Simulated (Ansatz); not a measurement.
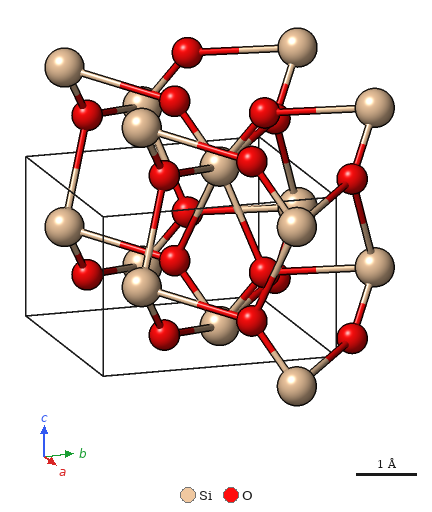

Starting structure of a crystal of SiO$_{2}$ (a generated structure, set up in P-42_1m) (coarse preliminary run). The picture is a ball-and-stick view of the cell of the calculation, repeated 2 × 1 × 2 with one cell outlined, seen slightly off an axis.

Theory: DFT PBE, scalar-relativistic, plane waves, PAW in Ansatz.

Input file:
```yaml
crystal:
  lattice:
    - [4.10397016, 0.0, 0.0]
    - [0.0, 4.10397016, 0.0]
    - [0.0, 0.0, 2.75877174]
  atoms:
    - { symbol: Si, position: [0.5, 0.0, 0.74766877] }
    - { symbol: Si, position: [0.0, 0.5, 0.25233123] }
    - { symbol: O, position: [0.85490126, 0.35490126, 0.6256704] }
    - { symbol: O, position: [0.64509874, 0.85490126, 0.3743296] }
    - { symbol: O, position: [0.14509874, 0.64509874, 0.6256704] }
    - { symbol: O, position: [0.35490126, 0.14509874, 0.3743296] }
basis:
  ecutwfc: 420
kpoints:
  mp_grid: { grid: [4, 4, 6] }
hamiltonian:
  xc: pbe
scf:
  occupations: { method: gaussian, width: 0.1 }
  lower_state_search: "off"
output:
  forces: true
  stress: true
  eigenvalues: true
relax:
  adjacent_minimum: "off"
  f_tol: 0.04
  max_steps: 70
  cell: { stress_tol: 0.4 }
```

Command:
```bash
ansatz run input.yaml --threads 1 --pin off --max-ram 2048MiB --backend cpu --events-out ev --progress --plain --runs-dir out
```

Q: What does the optimiser find from here?

A: The largest moves relative to the cell, 0.44 Å, are those of O3, O4, O5 and O6. O4 goes along [1 −1 −3]. Largest moves by element: O 0.44 Å, Si 0.01 Å. The volume changes by +3.9 %, with a = b 4.104 → 4.235 Å (+3.2 %), c 2.759 → 2.691 Å (−2.5 %). Near-neighbour distances that change, for instance: O3–O5 1.684 → 2.312 Å, Si1–O4 1.330 → 1.774 Å, Si1–O3 2.087 → 1.838 Å, Si1–O4 (another image) 1.923 → 1.774 Å. Bond angles that change, for instance: Si1–O3–Si2 106.7° → 130.7°, O3–Si1–O5 161.4° → 180.0°, O4–Si1–O4 114.8° → 98.6°. The space group (tolerance 0.01 Å) goes from P-42_1m (No. 113) to P4_2/mnm (No. 136). Over 7 accepted moves (9 points after the start) the energy falls by 3865 meV per atom. The largest force component goes from 32 to 0.0016 eV/Å. The pressure goes from 185.90 to 0.09 GPa. At 2 points the geometry stayed and the basis and grid were re-selected for the new cell (energy shift of 3.1 meV per atom at most each time).

The structure at the end:

```
Si O
1.0
     4.23492    0.00000    0.00000
     0.00000    4.23492    0.00000
     0.00000    0.00000    2.69075
Si O
2 4
Direct
  0.50000 0.00000 0.74997
  0.00000 0.50000 0.25003
  0.80695 0.30695 0.75000
  0.69305 0.80695 0.25000
  0.19305 0.69305 0.75000
  0.30695 0.19305 0.25000
```

After the run, drawn alike:

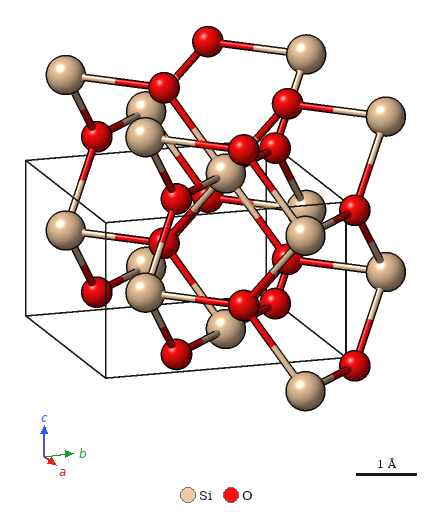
